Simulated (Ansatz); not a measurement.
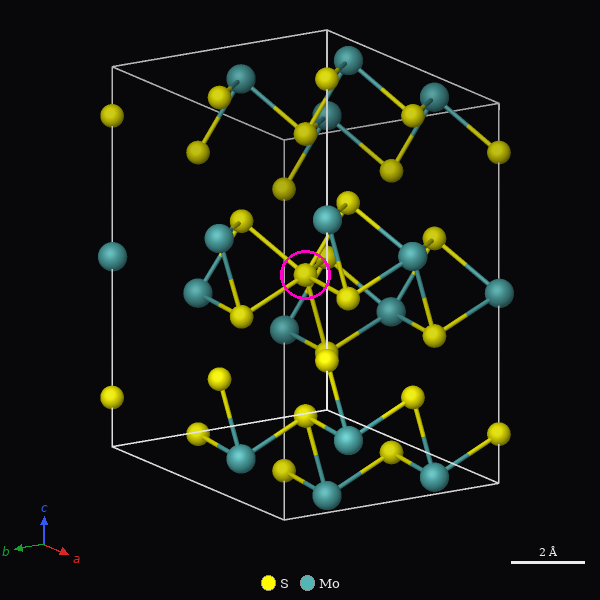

The image is a ball-and-stick drawing of a crystal, viewed from a general direction. Atoms at the boundary of the supercell (the box) are drawn once for each face, edge or corner they touch. The host is MoS2, in a cell of 24 sites, and the cell carries a charge of +1. A ring marks the defect's site.

How does this supercell depart from the perfect host?

Sulfur on a molybdenum site (an antisite). It is bonded to six S in a trigonal prismatic arrangement at about 2.4 Å. Not all metal-metal contacts are counted.

Setup: DFT PBE+D3(BJ), scalar-relativistic, plane waves, PAW in Ansatz 0.2.0; E_cut = 420 eV, Brillouin-zone sampling on a 3×3×2 mesh, Gaussian smearing of 0.01 eV, collinear spins.

Does the calculation give a net moment?

Yes, 0.2 μB in the cell.

The atoms were relaxed in the host's cell with DFT PBE+D3(BJ), scalar-relativistic, plane waves, PAW (Ansatz).
